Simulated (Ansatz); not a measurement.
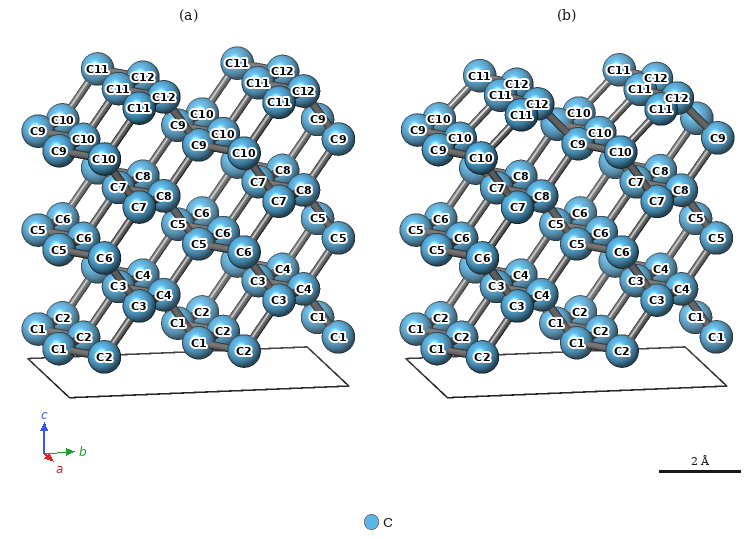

The structure of a slab of composition C (cut from the Fd-3m phase) before (left) and after (right) a constrained relaxation, at one scale.

The picture is a ball-and-stick view of the 2 × 2 repeat of the cell, outlined in the plane, without the vacuum, seen slightly off an axis.

Case: clean slab, lower half held. The slab is the (1 1 0) face of C. 6 atoms are held fixed.

Level of theory: DFT PBEsol, scalar-relativistic, plane waves, PAW (Ansatz). Settings: plane-wave cutoff 420 eV; k-point mesh 11 × 8 × 1; occupations gaussian; smearing width 0.05 eV; no spin polarisation; dipole correction; atoms relaxed in a fixed cell; force threshold 0.03 eV/Å; at most 70 steps.

Summarise the run.

The largest moves, 0.20 Å, are those of C11 and C12. C11 goes at 31° to the normal (−c side). The cell stays as it was. Near-neighbour distances that change, for instance: C11–C12 1.539 → 1.428 Å, C10–C11 1.539 → 1.473 Å, C7–C10 1.539 → 1.588 Å, C9–C10 1.539 → 1.500 Å. Bond angles that change, for instance: C12–C11–C12 109.5° → 123.3°, C7–C10–C11 109.5° → 100.0°, C9–C10–C9 109.5° → 113.8°. Over 5 accepted moves (6 points after the start) the energy falls by 0.873 eV per cell of the calculation. The largest force component goes from 4.4 to 0.011 eV/Å. The line search rejected the trial step at point 3 of the run.
